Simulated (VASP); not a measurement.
Run report: WSi2, geometry relaxation (part 2 of 3)

WSi2 (I4/mmm, 3 atoms in the cell); Kohn-Sham DFT of a periodic cell, PBE, VASP PAW PBE potentials, recommended, no spin polarisation (VASP 6.6.1); cutoff 250 eV, 18×18×18 k-mesh, Gaussian smearing of 0.1 eV. The structure derives from an entry of the Crystallography Open Database.

Geometry of the input (Å; fractional positions):
```
-1.6069  1.6069  3.9150
1.6069  -1.6069  3.9150
1.6069  1.6069  -3.9150
Si 0.3347  0.3347  0.0000
Si 0.6653  0.6653  -0.0000
W  0.0000  0.0000  0.0000
```

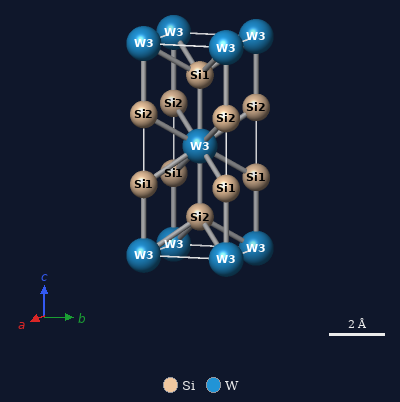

The structure as given in the input (ball-and-stick view of the cell 2 times as large as that of the calculation, set on its symmetry axes, seen slightly off an axis; atoms are numbered from 1 in the order of the input).

## Parts of OUTCAR, continued
```
   k-points           NKPTS =    480   k-points in BZ     NKDIM =    480   number of bands    NBANDS=     15
   number of dos      NEDOS =    301   number of ions     NIONS =      3
   total plane-waves  NPLWV =  13824
   dimension x,y,z NGX =    24 NGY =   24 NGZ =   24
   dimension x,y,z NGXF=    48 NGYF=   48 NGZF=   48
   ions per type =               2   1
   NGX,Y,Z   is equivalent  to a cutoff of   8.81,  8.81,  8.81 a.u.
   NGXF,Y,Z  is equivalent  to a cutoff of  17.63, 17.63, 17.63 a.u.
 SYSTEM =  Si2W
   PREC   = accura    normal or accurate (medium, high low for compatibility)
   ISTART =      0    job   : 0-new  1-cont  2-samecut
   ICHARG =      2    charge: 1-file 2-atom 10-const
   ISPIN  =      1    spin polarized calculation?
   LNONCOLLINEAR =      F non collinear calculations
   LSORBIT =      F    spin-orbit coupling
   LASPH  =      T    aspherical Exc in radial PAW
   ENCUT  =  250.0 eV  18.37 Ry    4.29 a.u.   5.84  5.84  5.84*2*pi/ulx,y,z
   NELM   =     60;   NELMIN=  2; NELMDL= -5     # of ELM steps
   EDIFF  = 0.1E-06   stopping-criterion for ELM
   LREAL  =      F    real-space projection
   EDIFFG = -.2E-02   stopping-criterion for IOM
   NSW    =     80    number of steps for IOM
   IBRION =      2    ionic relax: 0-MD 1-quasi-New 2-CG
   NFREE  =      1    steps in history (QN), initial steepest desc. (CG)
   ISIF   =      3    stress and relaxation
   ISYM   =      2    0-nonsym 1-usesym 2-fastsym
   POTIM  = 0.5000    time-step for ionic-motion
   TEBEG  =    0.0;   TEEND  =   0.0 temperature during run
   PSTRESS=    0.0 pullay stress
   NELECT =      22.0000    total number of electrons
   NUPDOWN=      -1.0000    fix difference up-down
   EMIN   =  10.00;   EMAX   =-10.00  energy-range for DOS
   EFERMI =   0.00;   METHOD = LEGACY
   ISMEAR =     0;   SIGMA  =   0.10  broadening in eV -4-tet -1-fermi 0-gaus
   EFERMI_NEDOS =   21; number of points for ismear=-14 and -15
   IALGO  =     38    algorithm
   IMIX   =      4    mixing-type and parameters
     AMIX     =   0.40;   BMIX     =  1.00
     AMIX_MAG =   1.60;   BMIX_MAG =  1.00
  volume/ion in A,a.u.               =      13.48        90.96
  Fermi-wavevector in a.u.,A,eV,Ry     =   1.336476  2.525573 24.302284  1.786167
  Thomas-Fermi vector in A             =   2.465099
   LORBIT       =      0    0 simple, 1 ext, 2 COOP (PROOUT), +10 PAW based schemes
   GGA     = PE    functional components
   LHFCALC =     F    Hartree Fock is set to
   AEXX    =    0.0000 exact exchange contribution
   IVDW    =     0    specifies the selected vdW correction
   LEPSILON=     F    determine dielectric tensor
   LRPA    =     F    only Hartree local field effects (RPA)
 conjugate gradient relaxation of ions
 non-spin polarized calculation
 Gauss-broadening in eV      SIGMA  =   0.10
  energy-cutoff  :      250.00
  volume of cell :       40.44
 maximum number of plane-waves:       373
   NGX = 11   NGY = 11   NGZ = 11

--------------------------------------- Ionic step        1  -------------------------------------------

 number of electron      22.0000003 magnetization

 Free energy of the ion-electron system (eV)
  ---------------------------------------------------
  ext. energy  EPLUGINS =         0.00000000
  ---------------------------------------------------
  free energy    TOTEN  =       -24.76456518 eV

  energy without entropy =      -24.76368770  energy(sigma->0) =      -24.76412644

------------------------ aborting loop because EDIFF is reached ----------------------------------------

  FORCE on cell =-STRESS in cart. coord.  units (eV):
  Direction    XX          YY          ZZ          XY          YZ          ZX
  --------------------------------------------------------------------------------------
  -------------------------------------------------------------------------------------
  Total        0.6771840      0.6771840      0.8084652      0.0000000      0.0000000     -0.0000000
  in kB       26.8320207     26.8320207     32.0337649      0.0000000      0.0000000     -0.0000000
  external PRESSURE =      28.5659354 kB  Pullay stress =       0.0000000 kB

 VOLUME and BASIS-vectors are now :
 -----------------------------------------------------------------------------
  energy-cutoff  :      250.00
  volume of cell :       40.44
      direct lattice vectors                 reciprocal lattice vectors
    -1.606900000  1.606900000  3.914950000     0.000000000  0.311158131  0.127715552
     1.606900000 -1.606900000  3.914950000     0.311158131  0.000000000  0.127715552
     1.606900000  1.606900000 -3.914950000     0.311158131  0.311158131  0.000000000

 POSITION                                       TOTAL-FORCE (eV/Angst)
 -----------------------------------------------------------------------------------
      0.00000      0.00000      2.62067         0.000000      0.000000     -0.068495
      0.00000      0.00000      5.20923         0.000000      0.000000      0.068495
      0.00000      0.00000      0.00000        -0.000000     -0.000000      0.000000
 -----------------------------------------------------------------------------------
    total drift:                                0.000000     -0.000000      0.000000

  FREE ENERGIE OF THE ION-ELECTRON SYSTEM (eV)
  ---------------------------------------------------
  free  energy   TOTEN  =       -24.7645651823 eV

  energy  without entropy=      -24.7636876999  energy(sigma->0) =      -24.76412644

--------------------------------------- Ionic step        2  -------------------------------------------

 number of electron      22.0000000 magnetization

------------------------ aborting loop because EDIFF is reached ----------------------------------------

  FORCE on cell =-STRESS in cart. coord.  units (eV):
  Direction    XX          YY          ZZ          XY          YZ          ZX
  --------------------------------------------------------------------------------------
  -------------------------------------------------------------------------------------
  Total       -1.1375259     -1.1375259     -1.4723735      0.0000000      0.0000000      0.0000000
  in kB      -43.5402194    -43.5402194    -56.3569253      0.0000000      0.0000000      0.0000000
  external PRESSURE =     -47.8124547 kB  Pullay stress =       0.0000000 kB

 VOLUME and BASIS-vectors are now :
 -----------------------------------------------------------------------------
  energy-cutoff  :      250.00
  volume of cell :       41.86
      direct lattice vectors                 reciprocal lattice vectors
    -1.624398688  1.624398688  3.965847620     0.000000000  0.307806208  0.126076453
     1.624398688 -1.624398688  3.965847620     0.307806208  0.000000000  0.126076453
     1.624398688  1.624398688 -3.965847620     0.307806208  0.307806208  0.000000000

 POSITION                                       TOTAL-FORCE (eV/Angst)
 -----------------------------------------------------------------------------------
      0.00000      0.00000      2.65139         0.000000      0.000000      0.087502
      0.00000      0.00000      5.28030        -0.000000     -0.000000     -0.087502
      1.62440      1.62440      3.96585         0.000000      0.000000      0.000000
 -----------------------------------------------------------------------------------
    total drift:                               -0.000000     -0.000000      0.000000

  FREE ENERGIE OF THE ION-ELECTRON SYSTEM (eV)
  ---------------------------------------------------
  free  energy   TOTEN  =       -24.7546417974 eV

  energy  without entropy=      -24.7536299040  energy(sigma->0) =      -24.75413585

--------------------------------------- Ionic step        3  -------------------------------------------

 number of electron      22.0000001 magnetization

------------------------ aborting loop because EDIFF is reached ----------------------------------------

  FORCE on cell =-STRESS in cart. coord.  units (eV):
  Direction    XX          YY          ZZ          XY          YZ          ZX
  --------------------------------------------------------------------------------------
  -------------------------------------------------------------------------------------
  Total        0.0115453      0.0115453     -0.0315027      0.0000000      0.0000000      0.0000000
  in kB        0.4518428      0.4518428     -1.2329088      0.0000000      0.0000000      0.0000000
  external PRESSURE =      -0.1097410 kB  Pullay stress =       0.0000000 kB

 VOLUME and BASIS-vectors are now :
 -----------------------------------------------------------------------------
  energy-cutoff  :      250.00
  volume of cell :       40.94
      direct lattice vectors                 reciprocal lattice vectors
    -1.613126252  1.613126252  3.933060009     0.000000000  0.309957140  0.127127478
     1.613126252 -1.613126252  3.933060009     0.309957140  0.000000000  0.127127478
     1.613126252  1.613126252 -3.933060009     0.309957140  0.309957140  0.000000000

 POSITION                                       TOTAL-FORCE (eV/Angst)
 -----------------------------------------------------------------------------------
      0.00000      0.00000      2.63158         0.000000      0.000000     -0.009932
      0.00000      0.00000      5.23454         0.000000      0.000000      0.009932
      0.00000      0.00000      0.00000        -0.000000     -0.000000     -0.000000
 -----------------------------------------------------------------------------------
    total drift:                                0.000000     -0.000000     -0.000000

  FREE ENERGIE OF THE ION-ELECTRON SYSTEM (eV)
  ---------------------------------------------------
  free  energy   TOTEN  =       -24.7690657323 eV

  energy  without entropy=      -24.7681552775  energy(sigma->0) =      -24.76861050

--------------------------------------- Ionic step        4  -------------------------------------------

 number of electron      22.0000001 magnetization

------------------------ aborting loop because EDIFF is reached ----------------------------------------

  FORCE on cell =-STRESS in cart. coord.  units (eV):
  Direction    XX          YY          ZZ          XY          YZ          ZX
  --------------------------------------------------------------------------------------
  -------------------------------------------------------------------------------------
  Total        0.0248826      0.0248826     -0.0147370      0.0000000      0.0000000      0.0000000
  in kB        0.9740626      0.9740626     -0.5768979      0.0000000      0.0000000      0.0000000
  external PRESSURE =       0.4570758 kB  Pullay stress =       0.0000000 kB

 VOLUME and BASIS-vectors are now :
 -----------------------------------------------------------------------------
  energy-cutoff  :      250.00
  volume of cell :       40.93
      direct lattice vectors                 reciprocal lattice vectors
    -1.613001727  1.613001727  3.932697809     0.000000000  0.309981069  0.127139186
     1.613001727 -1.613001727  3.932697809     0.309981069  0.000000000  0.127139186
     1.613001727  1.613001727 -3.932697809     0.309981069  0.309981069  0.000000000

 POSITION                                       TOTAL-FORCE (eV/Angst)
 -----------------------------------------------------------------------------------
      0.00000      0.00000      2.63136        -0.000000     -0.000000     -0.011074
      0.00000      0.00000      5.23403         0.000000      0.000000      0.011074
      0.00000      0.00000      0.00000        -0.000000     -0.000000      0.000000
 -----------------------------------------------------------------------------------
    total drift:                                0.000000     -0.000000      0.000000

  FREE ENERGIE OF THE ION-ELECTRON SYSTEM (eV)
  ---------------------------------------------------
  free  energy   TOTEN  =       -24.7690650244 eV

  energy  without entropy=      -24.7681554362  energy(sigma->0) =      -24.76861023

--------------------------------------- Ionic step        5  -------------------------------------------

 number of electron      22.0000001 magnetization

------------------------ aborting loop because EDIFF is reached ----------------------------------------

  FORCE on cell =-STRESS in cart. coord.  units (eV):
  Direction    XX          YY          ZZ          XY          YZ          ZX
  --------------------------------------------------------------------------------------
  -------------------------------------------------------------------------------------
  Total        0.0035429      0.0035429      0.0239650      0.0000000      0.0000000      0.0000000
  in kB        0.1386868      0.1386868      0.9381105      0.0000000      0.0000000      0.0000000
  external PRESSURE =       0.4051613 kB  Pullay stress =       0.0000000 kB

 VOLUME and BASIS-vectors are now :
 -----------------------------------------------------------------------------
  energy-cutoff  :      250.00
  volume of cell :       40.93
      direct lattice vectors                 reciprocal lattice vectors
    -1.613332370  1.613332370  3.931215699     0.000000000  0.309917540  0.127187119
     1.613332370 -1.613332370  3.931215699     0.309917540  0.000000000  0.127187119
     1.613332370  1.613332370 -3.931215699     0.309917540  0.309917540  0.000000000

 POSITION                                       TOTAL-FORCE (eV/Angst)
 -----------------------------------------------------------------------------------
      1.61333      1.61333     -1.30127         0.000000      0.000000     -0.002739
      0.00000      0.00000      5.23248        -0.000000     -0.000000      0.002739
      1.61333      1.61333     -3.93122         0.000000      0.000000     -0.000000
```
